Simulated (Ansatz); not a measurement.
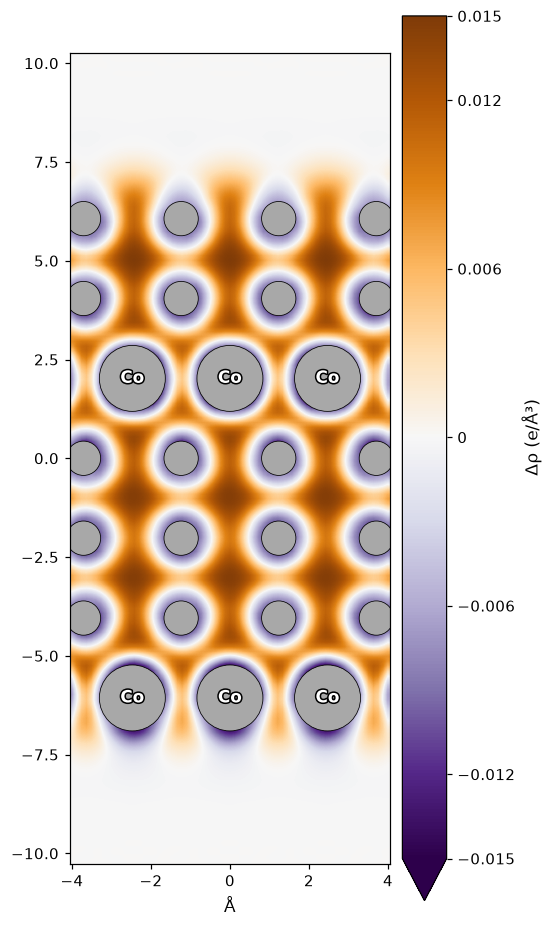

Co (slab). Difference of the valence pseudo-densities of two functionals at the same geometry, on the (100) plane of the calculation cell, a cut from vacuum to vacuum: REVPBE less BLYP.

Spin-polarised.

Both computed with Ansatz (plane waves, PAW), on the same k-point mesh. Grey discs cover the atomic cores.

Where does the change of functional move the electrons?

Answer. Against BLYP, REVPBE gives a change of +0.005 e/Å³ at the midpoint of Co–Co.
